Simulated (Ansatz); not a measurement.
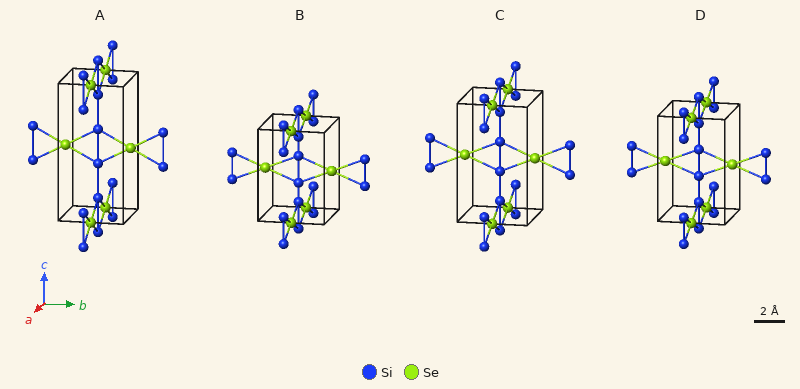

4 geometries from one relaxation of crystalline Si2Se (a generated structure, set up in P4_2/mmc) (coarse preliminary run), in shuffled order. Style: ball-and-stick. Shown: the cell of the calculation, slightly off an axis.

Theory: DFT PBE, scalar-relativistic, plane waves, PAW (Ansatz). (plane-wave cutoff 420 eV; k-point mesh 4 × 4 × 4; occupations gaussian; smearing width 0.1 eV; no spin polarisation; cell and atoms relaxed; force threshold 0.04 eV/Å; at most 70 steps)

Put them in the order of the run, from the start to the converged end.

Answer. B, D, C, A. They are steps 0, 3, 6, 14, at +43.904 eV per cell of the calculation, +8.282 eV per cell of the calculation, +2.065 eV per cell of the calculation relative to the last. Over 12 accepted moves (14 points after the start) the energy falls by 43.904 eV per cell of the calculation. The largest force component goes from 63 to 0.022 eV/Å. The pressure goes from 101.16 to 0.22 GPa. At 2 points the geometry stayed and the basis and grid were re-selected for the new cell (energy shift of 0.403 eV per cell of the calculation at most each time). The largest moves relative to the cell, 0.21 Å, are those of Si atoms. Se stays in place. The volume changes by +44.3 %, with a = b 4.593 → 4.510 Å (−1.8 %), c 6.377 → 9.546 Å (+49.7 %). Among the contacts that change: Si–Si 1.322 → 2.393 Å, Se–Si 3.219 → 4.233 Å, Si–Si 1.866 → 2.381 Å, Se–Si 2.479 → 2.550 Å. Among the angles between lasting bonds that change: Se–Si–Se 135.8° → 124.3°, Si–Se–Si 135.8° → 124.3°, Si–Si–Se 67.9° → 62.2°. The space group stays P4_2/mmc (No. 131).
